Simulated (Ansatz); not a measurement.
Cu2O: geometry relaxation (part 1 of 3)

- system: Cu2O (slab, 24 atoms in the cell)
- method: DFT PBE, scalar-relativistic, plane waves, PAW, PAW set soft_1, no spin polarisation (Ansatz 0.2.0)

The structure derives from an entry of the Crystallography Open Database. The input holds or restrains some coordinates. Forces given for the steps count only the free coordinates. It belongs to a series of runs on one base structure; here: start relaxed. Figures and captions count atoms from 1; the log counts them from 0 in places.

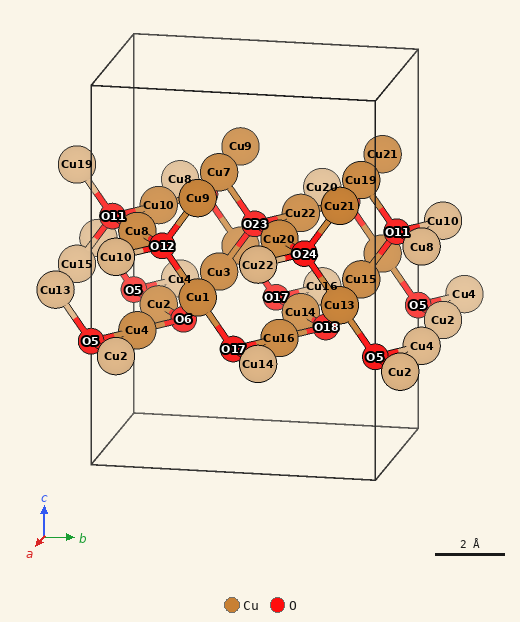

Fig. 1: The input geometry (ball-and-stick view of the cell of the calculation, with the vacuum cut short, seen slightly off an axis; neighbours outside the cell are drawn fainter; atoms are numbered from 1 in the order of the input). An atom can appear more than once, as a periodic image.

Summary

| quantity | value |
| --- | --- |
| outcome | converged under the restraints of the input |
| electrons treated | 352 |
| free energy | −110525.1662 eV |
| Fermi energy | 0.556 eV |
| final volume | 903.26 Å³ |
| largest force (length of the vector) at the end, held atoms and coordinates included | 0.823 eV/Å |
| hardware | 4 threads of AMD EPYC (Zen 3), 24 GiB of memory available, shared host |
| wall time | 31 s (CPU time 2 min) |
| peak memory | 2 GiB |

Remarks

The program warns: the exchange-correlation potential is rough where the density is thin. The input asks for low accuracy. The run has no spin polarisation, so a magnetic state may lie lower. The k-point mesh is coarse for a cell of this size, so the results may not be converged.

Input
```yaml
accuracy: low
crystal:
  lattice:
    - [6.036571, 0.0, 0.0]
    - [0.0, 8.537, 0.0]
    - [0.0, 0.0, 17.527428]
  atoms:
    - { symbol: Cu, position: [0.0, 0.375, 0.1431552] }
    - { symbol: Cu, position: [0.25, 0.125, 0.0570534] }
    - { symbol: Cu, position: [0.5, 0.375, 0.1431552] }
    - { symbol: Cu, position: [0.75, 0.125, 0.0570534] }
    - { symbol: O, position: [0.0, 0.0, 0.0570534] }
    - { symbol: O, position: [0.5, 0.25, 0.0570534] }
    - { symbol: Cu, position: [0.5, 0.375, 0.3153588] }
    - { symbol: Cu, position: [0.75, 0.125, 0.229257] }
    - { symbol: Cu, position: [0.0, 0.375, 0.3153588] }
    - { symbol: Cu, position: [0.25, 0.125, 0.229257] }
    - { symbol: O, position: [0.5, 0.0, 0.229257] }
    - { symbol: O, position: [0.0, 0.25, 0.229257] }
    - { symbol: Cu, position: [0.0, 0.875, 0.1431552] }
    - { symbol: Cu, position: [0.25, 0.625, 0.0570534] }
    - { symbol: Cu, position: [0.5, 0.875, 0.1431552] }
    - { symbol: Cu, position: [0.75, 0.625, 0.0570534] }
    - { symbol: O, position: [0.0, 0.5, 0.0570534] }
    - { symbol: O, position: [0.5, 0.75, 0.0570534] }
    - { symbol: Cu, position: [0.5, 0.875, 0.3153588] }
    - { symbol: Cu, position: [0.75, 0.625, 0.229257] }
    - { symbol: Cu, position: [0.0, 0.875, 0.3153588] }
    - { symbol: Cu, position: [0.25, 0.625, 0.229257] }
    - { symbol: O, position: [0.5, 0.5, 0.229257] }
    - { symbol: O, position: [0.0, 0.75, 0.229257] }
basis:
  ecutwfc: 420.0
kpoints:
  mp_grid: { grid: [2, 1, 1] }
hamiltonian:
  xc: pbe
  pseudopotentials: { kind: paw, azcp: { folder: soft_1 } }
scf:
  occupations: { method: fermi_dirac, width: 0.02 }
  lower_state_search: "off"
relax:
  f_tol: 0.08
  max_steps: 25
  adjacent_minimum: "off"
  constraints: [{ sites: [1, 3, 4, 5, 13, 15, 16, 17] }]
output:
  write_density: true
  write_potential: true
  elf: true
  volumetric_format: npy
```

Launch command:
```bash
ansatz run input.yaml --threads 4 --pin off --max-ram 10240MiB --backend cpu --events-out ev --progress --plain --runs-dir out
```

Output
```
Engine: ansatz 0.2.0, x86_64-unknown-linux-gnu
Pseudopotentials: kind: paw
Pseudopotential: Cu, paw, valence charge 19, recommended cutoff 420 eV (normal), [file]
Pseudopotential: O, paw, valence charge 6, recommended cutoff 420 eV (normal), [file]
Functional definition: PBE
  parameter kappa = 0.804
  parameter beta = 0.06672455060314922
  exchange = pbe_x(kappa = kappa, mu = beta*pi^2/3)
  correlation = pbe_c(beta = beta)
Crystal: 24 atoms, lattice volume = 903.262 Å³
Basis set: ecut = 420 eV, 17627 PW (Γ), exchange–correlation on 90×120×240 points (8 copies of the dense FFT grid, shifted against one another)
Bands: 212, of which v1, the nominal top of the filled ones, is band 176 counted from 1 (175 counted from 0)
Symmetry: 8 space group operations
Space group: Pma2 (ITA 28), of the structure as read, at distance tolerance 9.7e-5 Å
k-points: 2
Non-local potential: Cu, projectors of the file, l = 0: 3, l = 1: 2, l = 2: 3, l = 3: 1
Non-local potential: O, projectors of the file, l = 0: 2, l = 1: 2, l = 2: 1
PAW form: soft (Blöchl's): semilocal exchange-correlation on the pseudo side does not see the compensation charge
PAW one-centre angular grid: Cu, 590 points (default); XC on 64 Gauss nodes
PAW one-centre angular grid: O, 110 points (default); XC on 64 Gauss nodes
Initial density: superposition of atomic densities (neutral atoms: chi_scale 0, normalization atom)
Initial wavefunctions: pseudopotential atomic-orbital guess
Functional: x = pbe(κ = 0.804, μ = 0.2195149727645171), c = pbe(β = 0.06672455060314922)
SCF iter   1: F=—  HF=-110551.381291 eV  |F-HF|=—  |Δ(HF+E_count)|=         —  Δρ=1.42e-1  dr2=1.46e2  ethr=3.10e-3  ⟨swp⟩=6.0  Hψ=1557  notcnv=0  defer=19
preconditioner: auto → LDOS  [insulator: Δε(μ)=0.132 eV  Ē_g=8.190 eV  σ=0.020 eV  W_gap=0.93  n_scr=202 (ndim 8)  ℏωp=18.5 eV  f_vac=0.599  D(μ)=3.50/eV (n_scr^D=10)  ε∞_Penn≈6.1  β→1.0]
SCF iter   2: F=—  HF=-110572.274553 eV  |F-HF|=—  |Δ(HF+E_count)|=    2.09e1  Δρ=1.90e-1  dr2=3.73e2  ethr=3.10e-3  ⟨swp⟩=4.0  Hψ=1105  notcnv=0  defer=55  recentre
SCF iter   3: F=—  HF=-110529.210158 eV  |F-HF|=—  |Δ(HF+E_count)|=    4.31e1  Δρ=5.46e-2  dr2=2.60e1  ethr=3.10e-3  ⟨swp⟩=4.0  Hψ=1075  notcnv=0  defer=52
SCF iter   4: F=—  HF=-110525.221241 eV  |F-HF|=—  |Δ(HF+E_count)|=    3.99e0  Δρ=2.67e-2  dr2=6.22e0  ethr=3.10e-3  ⟨swp⟩=2.5  Hψ=688  notcnv=0  defer=55
SCF iter   5: F=—  HF=-110524.393014 eV  |F-HF|=—  |Δ(HF+E_count)|=   8.28e-1  Δρ=8.23e-3  dr2=1.36e0  ethr=1.77e-3  ⟨swp⟩=2.0  Hψ=660  notcnv=0  defer=55
SCF iter   6: F=—  HF=-110524.260122 eV  |F-HF|=—  |Δ(HF+E_count)|=   1.33e-1  Δρ=5.13e-3  dr2=4.68e-1  ethr=3.85e-4  ⟨swp⟩=3.0  Hψ=584  notcnv=0  defer=55
SCF iter   7: F=—  HF=-110524.226071 eV  |F-HF|=—  |Δ(HF+E_count)|=   3.41e-2  Δρ=2.90e-3  dr2=1.39e-1  ethr=1.33e-4  ⟨swp⟩=3.0  Hψ=620  notcnv=0  defer=53
SCF iter   8: F=—  HF=-110524.221462 eV  |F-HF|=—  |Δ(HF+E_count)|=   4.61e-3  Δρ=1.88e-3  dr2=5.79e-2  ethr=3.95e-5  ⟨swp⟩=3.0  Hψ=406  notcnv=0  defer=53
SCF iter   9: F=—  HF=-110524.223213 eV  |F-HF|=—  |Δ(HF+E_count)|=   1.75e-3  Δρ=1.34e-3  dr2=2.47e-2  ethr=1.65e-5  ⟨swp⟩=2.0  Hψ=411  notcnv=0  defer=53
SCF iter  10: F=—  HF=-110524.223567 eV  |F-HF|=—  |Δ(HF+E_count)|=   3.54e-4  Δρ=5.77e-4  dr2=3.33e-3  ethr=7.02e-6  ⟨swp⟩=2.5  Hψ=560  notcnv=0  defer=53
SCF iter  11: F=—  HF=-110524.223728 eV  |F-HF|=—  |Δ(HF+E_count)|=   1.61e-4  Δρ=4.49e-4  dr2=1.68e-3  ethr=9.47e-7  ⟨swp⟩=2.0  Hψ=578  notcnv=0  defer=53
SCF iter  12: F=—  HF=-110524.223829 eV  |F-HF|=—  |Δ(HF+E_count)|=   1.01e-4  Δρ=2.31e-4  dr2=5.86e-4  ethr=4.79e-7  ⟨swp⟩=2.0  Hψ=374  notcnv=0  defer=53
SCF iter  13: F=—  HF=-110524.223931 eV  |F-HF|=—  |Δ(HF+E_count)|=   1.03e-4  Δρ=1.49e-4  dr2=4.29e-4  ethr=1.66e-7  ⟨swp⟩=2.0  Hψ=423  notcnv=0  defer=53
SCF iter  14: F=-110524.223925 eV  HF=-110524.223943 eV  |F-HF|=1.74e-5  |Δ(HF+E_count)|=   1.16e-5  Δρ=6.19e-5  dr2=2.83e-5  ethr=2.84e-8  ⟨swp⟩=9.0  Hψ=3014  notcnv=0
SCF 1 converged in 14 iterations: F = -110524.223925 eV  dr2 = 2.83e-5
  greatest PAW one-centre occupation: 1.000 electrons in one spin orbital (limit 2), on the Cu atom at site 20 (counted from 0), in its partial waves of l = 0
relax step   1: F+E_penalty+E_count = -110524.22392545 eV  Δ(F+E_penalty+E_count) = +0.000e0 eV  max|allowed force component| = 8.902e-1 eV/Å  Δτ_max = 0.0000 Å  (14 SCF iters, dr2 threshold 1.00e-4 eV, accepted)
Initial density: handed on by an earlier stage of this run
Initial wavefunctions: those handed on with the density
iter 1 solved again at ethr=7.69e-5 eV; its pass at ethr=3.10e-3 eV (dr2=2.71e-1 eV) is discarded
SCF iter   1: F=—  HF=-110524.641636 eV  |F-HF|=—  |Δ(HF+E_count)|=         —  Δρ=9.29e-3  dr2=2.74e-1  ethr=7.69e-5  ⟨swp⟩=2.0  Hψ=1441  notcnv=0  defer=53
preconditioner: auto → LDOS  [insulator: Δε(μ)=0.090 eV  Ē_g=8.270 eV  σ=0.020 eV  W_gap=0.81  n_scr=202 (ndim 8)  ℏωp=18.5 eV  f_vac=0.607  D(μ)=9.81/eV (n_scr^D=42)  ε∞_Penn≈6.0  β→1.0]
SCF iter   2: F=—  HF=-110524.690989 eV  |F-HF|=—  |Δ(HF+E_count)|=   4.94e-2  Δρ=9.21e-3  dr2=5.02e-1  ethr=7.69e-5  ⟨swp⟩=3.5  Hψ=751  notcnv=0  defer=53
SCF iter   3: F=—  HF=-110524.619182 eV  |F-HF|=—  |Δ(HF+E_count)|=   7.18e-2  Δρ=5.82e-3  dr2=1.76e-1  ethr=7.69e-5  ⟨swp⟩=2.5  Hψ=845  notcnv=0  defer=53
SCF iter   4: F=—  HF=-110524.587495 eV  |F-HF|=—  |Δ(HF+E_count)|=   3.17e-2  Δρ=1.49e-3  dr2=1.30e-2  ethr=5.01e-5  ⟨swp⟩=2.0  Hψ=547  notcnv=0  defer=53
SCF iter   5: F=—  HF=-110524.585328 eV  |F-HF|=—  |Δ(HF+E_count)|=   2.17e-3  Δρ=2.90e-4  dr2=9.97e-4  ethr=3.68e-6  ⟨swp⟩=2.0  Hψ=534  notcnv=0  defer=53
SCF iter   6: F=—  HF=-110524.585510 eV  |F-HF|=—  |Δ(HF+E_count)|=   1.83e-4  Δρ=2.78e-4  dr2=5.97e-4  ethr=2.83e-7  ⟨swp⟩=2.0  Hψ=578  notcnv=0  defer=53
SCF iter   7: F=—  HF=-110524.585481 eV  |F-HF|=—  |Δ(HF+E_count)|=   2.92e-5  Δρ=9.40e-5  dr2=9.29e-5  ethr=1.70e-7  ⟨swp⟩=2.0  Hψ=524  notcnv=0  defer=53
SCF iter   8: F=-110524.585508 eV  HF=-110524.585510 eV  |F-HF|=2.22e-6  |Δ(HF+E_count)|=   2.89e-5  Δρ=5.10e-5  dr2=2.52e-5  ethr=1.41e-8  ⟨swp⟩=10.0  Hψ=3457  notcnv=0
SCF 2 converged in 8 iterations: F = -110524.585508 eV  dr2 = 2.52e-5
relax step   2: F+E_penalty+E_count = -110524.58550778 eV  Δ(F+E_penalty+E_count) = -3.616e-1 eV  max|allowed force component| = 5.828e-1 eV/Å  Δτ_max = 0.1618 Å  (8 SCF iters, dr2 threshold 4.95e-5 eV, accepted)
SCF iter   1: F=—  HF=-110525.037588 eV  |F-HF|=—  |Δ(HF+E_count)|=         —  Δρ=1.10e-2  dr2=3.99e-1  ethr=1.16e-3  ⟨swp⟩=6.0  Hψ=1225  notcnv=0  defer=45
preconditioner: auto → LDOS  [insulator: Δε(μ)=0.125 eV  Ē_g=8.272 eV  σ=0.020 eV  W_gap=0.91  n_scr=202 (ndim 8)  ℏωp=18.5 eV  f_vac=0.611  D(μ)=5.20/eV (n_scr^D=10)  ε∞_Penn≈6.0  β→1.0]
SCF iter   2: F=—  HF=-110525.186640 eV  |F-HF|=—  |Δ(HF+E_count)|=   1.49e-1  Δρ=1.36e-2  dr2=1.04e0  ethr=1.13e-4  ⟨swp⟩=3.0  Hψ=852  notcnv=0  defer=57
SCF iter   3: F=—  HF=-110525.066643 eV  |F-HF|=—  |Δ(HF+E_count)|=   1.20e-1  Δρ=9.32e-3  dr2=4.60e-1  ethr=1.13e-4  ⟨swp⟩=3.0  Hψ=731  notcnv=0  defer=57
SCF iter   4: F=—  HF=-110524.973391 eV  |F-HF|=—  |Δ(HF+E_count)|=   9.33e-2  Δρ=2.59e-3  dr2=3.63e-2  ethr=1.13e-4  ⟨swp⟩=2.0  Hψ=647  notcnv=0  defer=53
SCF iter   5: F=—  HF=-110524.965146 eV  |F-HF|=—  |Δ(HF+E_count)|=   8.24e-3  Δρ=4.82e-4  dr2=1.21e-3  ethr=1.03e-5  ⟨swp⟩=2.0  Hψ=548  notcnv=0  defer=53
SCF iter   6: F=—  HF=-110524.964811 eV  |F-HF|=—  |Δ(HF+E_count)|=   3.35e-4  Δρ=1.94e-4  dr2=2.43e-4  ethr=3.44e-7  ⟨swp⟩=2.0  Hψ=680  notcnv=0  defer=53
SCF iter   7: F=—  HF=-110524.964817 eV  |F-HF|=—  |Δ(HF+E_count)|=   5.53e-6  Δρ=5.61e-5  dr2=2.14e-5  ethr=6.91e-8  ⟨swp⟩=2.0  Hψ=540  notcnv=0  defer=53
SCF iter   8: F=-110524.964828 eV  HF=-110524.964825 eV  |F-HF|=3.21e-6  |Δ(HF+E_count)|=   8.22e-6  Δρ=2.43e-5  dr2=4.14e-6  ethr=6.03e-9  ⟨swp⟩=10.0  Hψ=3498  notcnv=0
SCF 3 converged in 8 iterations: F = -110524.964828 eV  dr2 = 4.14e-6
relax step   3: F+E_penalty+E_count = -110524.96482808 eV  Δ(F+E_penalty+E_count) = -3.793e-1 eV  max|allowed force component| = 2.654e-1 eV/Å  Δτ_max = 0.1957 Å  (8 SCF iters, dr2 threshold 2.12e-5 eV, accepted)
SCF iter   1: F=—  HF=-110525.210686 eV  |F-HF|=—  |Δ(HF+E_count)|=         —  Δρ=1.02e-2  dr2=3.65e-1  ethr=1.02e-3  ⟨swp⟩=5.5  Hψ=1109  notcnv=0  defer=49
preconditioner: auto → LDOS  [insulator: Δε(μ)=0.137 eV  Ē_g=8.329 eV  σ=0.020 eV  W_gap=0.94  n_scr=202 (ndim 8)  ℏωp=18.5 eV  f_vac=0.617  D(μ)=3.64/eV (n_scr^D=10)  ε∞_Penn≈5.9  β→1.0]
SCF iter   2: F=—  HF=-110525.366870 eV  |F-HF|=—  |Δ(HF+E_count)|=   1.56e-1  Δρ=1.38e-2  dr2=1.05e0  ethr=1.04e-4  ⟨swp⟩=3.0  Hψ=854  notcnv=0  defer=59  recentre
SCF iter   3: F=—  HF=-110525.165115 eV  |F-HF|=—  |Δ(HF+E_count)|=   2.02e-1  Δρ=6.08e-3  dr2=1.63e-1  ethr=1.04e-4  ⟨swp⟩=3.5  Hψ=727  notcnv=0  defer=59
SCF iter   4: F=—  HF=-110525.135611 eV  |F-HF|=—  |Δ(HF+E_count)|=   2.95e-2  Δρ=7.63e-4  dr2=3.63e-3  ethr=4.64e-5  ⟨swp⟩=2.0  Hψ=781  notcnv=0  defer=59
SCF iter   5: F=—  HF=-110525.135746 eV  |F-HF|=—  |Δ(HF+E_count)|=   1.34e-4  Δρ=5.28e-4  dr2=1.67e-3  ethr=1.03e-6  ⟨swp⟩=2.0  Hψ=578  notcnv=0  defer=59
SCF iter   6: F=—  HF=-110525.135634 eV  |F-HF|=—  |Δ(HF+E_count)|=   1.11e-4  Δρ=7.52e-5  dr2=5.28e-5  ethr=4.73e-7  ⟨swp⟩=2.0  Hψ=567  notcnv=0  defer=59
SCF iter   7: F=—  HF=-110525.135693 eV  |F-HF|=—  |Δ(HF+E_count)|=   5.87e-5  Δρ=5.99e-5  dr2=3.62e-5  ethr=4.15e-9  ⟨swp⟩=10.0  Hψ=3590  notcnv=0
SCF iter   8: F=-110525.135700 eV  HF=-110525.135703 eV  |F-HF|=2.27e-6  |Δ(HF+E_count)|=   9.81e-6  Δρ=2.72e-5  dr2=9.07e-6  ethr=4.15e-9  ⟨swp⟩=8.0  Hψ=2866  notcnv=0
SCF 4 converged in 8 iterations: F = -110525.135700 eV  dr2 = 9.07e-6
relax step   4: F+E_penalty+E_count = -110525.13570048 eV  Δ(F+E_penalty+E_count) = -1.709e-1 eV  max|allowed force component| = 1.613e-1 eV/Å  Δτ_max = 0.1908 Å  (8 SCF iters, dr2 threshold 1.46e-5 eV, accepted)
SCF iter   1: F=—  HF=-110525.209680 eV  |F-HF|=—  |Δ(HF+E_count)|=         —  Δρ=8.07e-3  dr2=1.91e-1  ethr=3.67e-4  ⟨swp⟩=4.5  Hψ=989  notcnv=0  defer=59
preconditioner: auto → LDOS  [insulator: Δε(μ)=0.132 eV  Ē_g=8.413 eV  σ=0.020 eV  W_gap=0.93  n_scr=202 (ndim 8)  ℏωp=18.5 eV  f_vac=0.622  D(μ)=3.92/eV (n_scr^D=10)  ε∞_Penn≈5.8  β→1.0]
SCF iter   2: F=—  HF=-110525.220956 eV  |F-HF|=—  |Δ(HF+E_count)|=   1.13e-2  Δρ=6.27e-3  dr2=2.56e-1  ethr=5.42e-5  ⟨swp⟩=3.0  Hψ=830  notcnv=0  defer=59
SCF iter   3: F=—  HF=-110525.197845 eV  |F-HF|=—  |Δ(HF+E_count)|=   2.31e-2  Δρ=5.10e-3  dr2=1.47e-1  ethr=5.42e-5  ⟨swp⟩=3.0  Hψ=724  notcnv=0  defer=59
SCF iter   4: F=—  HF=-110525.170546 eV  |F-HF|=—  |Δ(HF+E_count)|=   2.73e-2  Δρ=1.73e-3  dr2=2.02e-2  ethr=4.17e-5  ⟨swp⟩=2.0  Hψ=534  notcnv=0  defer=59
SCF iter   5: F=—  HF=-110525.166809 eV  |F-HF|=—  |Δ(HF+E_count)|=   3.74e-3  Δρ=4.48e-4  dr2=1.15e-3  ethr=5.73e-6  ⟨swp⟩=2.0  Hψ=534  notcnv=0  defer=59
SCF iter   6: F=—  HF=-110525.166594 eV  |F-HF|=—  |Δ(HF+E_count)|=   2.15e-4  Δρ=1.01e-4  dr2=5.35e-5  ethr=3.28e-7  ⟨swp⟩=2.0  Hψ=573  notcnv=0  defer=59
SCF iter   7: F=—  HF=-110525.166202 eV  |F-HF|=—  |Δ(HF+E_count)|=   3.92e-4  Δρ=2.38e-5  dr2=6.95e-6  ethr=1.52e-8  ⟨swp⟩=2.0  Hψ=653  notcnv=0  defer=59
SCF iter   8: F=—  HF=-110525.166210 eV  |F-HF|=—  |Δ(HF+E_count)|=   8.17e-6  Δρ=1.64e-5  dr2=2.21e-6  ethr=1.97e-9  ⟨swp⟩=2.0  Hψ=482  notcnv=0  defer=59
SCF iter   9: F=—  HF=-110525.166212 eV  |F-HF|=—  |Δ(HF+E_count)|=   1.97e-6  Δρ=5.54e-6  dr2=2.11e-7  ethr=6.27e-10  ⟨swp⟩=2.0  Hψ=569  notcnv=0  defer=59
SCF iter  10: F=-110525.166214 eV  HF=-110525.166213 eV  |F-HF|=5.59e-7  |Δ(HF+E_count)|=   1.10e-6  Δρ=1.81e-6  dr2=2.50e-8  ethr=2.84e-11  ⟨swp⟩=8.0  Hψ=2473  notcnv=0
SCF 5 converged in 10 iterations: F = -110525.166214 eV  dr2 = 2.50e-8
  greatest PAW one-centre occupation: 1.000 electrons in one spin orbital (limit 2), on the Cu atom at site 18 (counted from 0), in its partial waves of l = 0
relax step   5: F+E_penalty+E_count = -110525.16621402 eV  Δ(F+E_penalty+E_count) = -3.051e-2 eV  max|allowed force component| = 5.788e-2 eV/Å  Δτ_max = 0.0790 Å  (10 SCF iters, accepted)
```
